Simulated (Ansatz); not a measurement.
# Se: what the fields show

Input

```
crystal:
  lattice:
    - [4.3551696776, 0.0217758484, 0.0217758484]
    - [-2.1587264009, 3.7607996544, 0.0079705137]
    - [0.02474725, 0.02474725, 4.94945]
  atoms:
    - { symbol: Se, position: [0.217, 0.0, 0.1666666667] }
    - { symbol: Se, position: [0.0, 0.217, 0.8333333333] }
    - { symbol: Se, position: [0.783, 0.783, 0.5] }
kpoints:
  mp_grid: { grid: [8, 8, 6] }
scf:
  occupations: { method: fermi_dirac, width: 0.03 }
hamiltonian:
  xc: pbe
  pseudopotentials: { kind: paw }
output:
  forces: true
  stress: true
  eigenvalues: true
  efg: { contact_densities: true }
  write_density: true
  write_potential: true
  elf: true
  volumetric_format: npy
```

Launched as:

```sh
ansatz run input.yaml --threads 1 --pin off --max-ram 4096MiB --backend cpu --events-out ev --progress --plain --runs-dir out
```

Below, planes, directions and counts refer to the conventional cell (a = 4.34 Å, b = 4.36 Å, c = 4.95 Å, α = 90.57°, β = 90.21°, γ = 119.57°).

Space group P1; changed on purpose from its base cell (equal xy, yz and zx shear strains of +1 %, PAW files); not relaxed (largest force 1.2 eV/Å); computed pressure about 6 GPa in this cell.

Method: Ansatz 0.2.0, DFT, PBE, PAW with Ansatz's default frozen-core files, scalar-relativistic.

In a PAW calculation such maps are meaningful between the atoms, not at the nuclei.

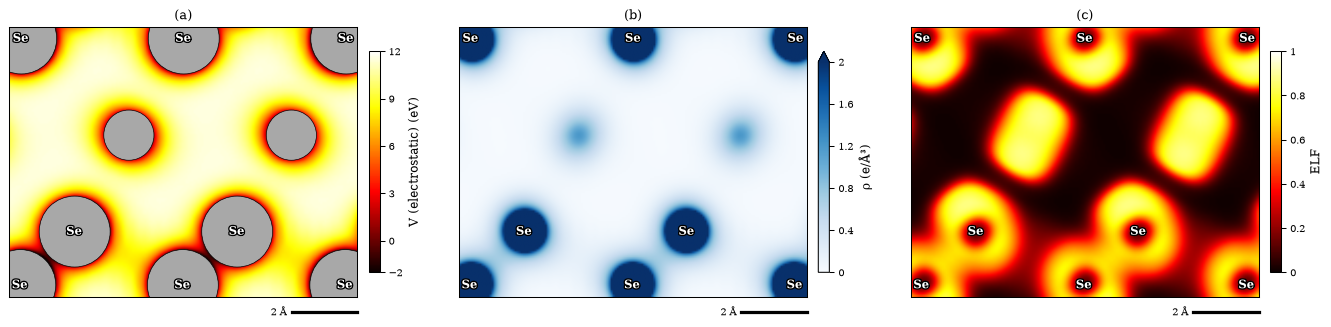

Figure 1. (a) electrostatic potential energy of an electron; (b) valence charge density (pseudo); (c) electron localisation function on the (110) plane of the conventional cell. Grey discs cover the atomic cores in the potential map.

Q: What does the map show?

A: The section cuts through Se sites. Atoms just off the plane (Se, 0.8 Å away) can leave unmarked features too. Se–Se (2.32 Å): the density is about 0.71 e/Å³ at the midpoint; the ELF peaks at about 0.70 between the atoms. Between the atoms the lowest density in this plane is 0.01 e/Å³. The ELF also peaks beside Se, away from the bonds: lone-pair regions. Outside the cores the potential energy rises away from the atoms and is highest about 2.3 Å from the nearest atoms; its zero is arbitrary.

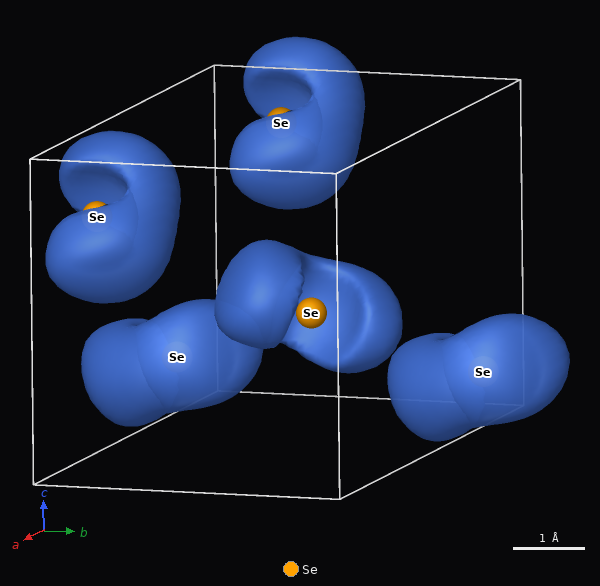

Figure 2. Isosurface of the electron localisation function at 0.75 (blue), seen at an oblique angle. Core shells and regions of very low density are left out.

Q: Identify the bonds, lone pairs and shells in this picture.

A: The surface consists of three regions wrapped around Se (the valence shell of each), counted in one cell of 3 atoms. Any copies at cell faces, edges or corners count once. Along the contacts the grid gives the following. Se–Se (2.31 Å): the ELF peaks at about 0.70 between the atoms.
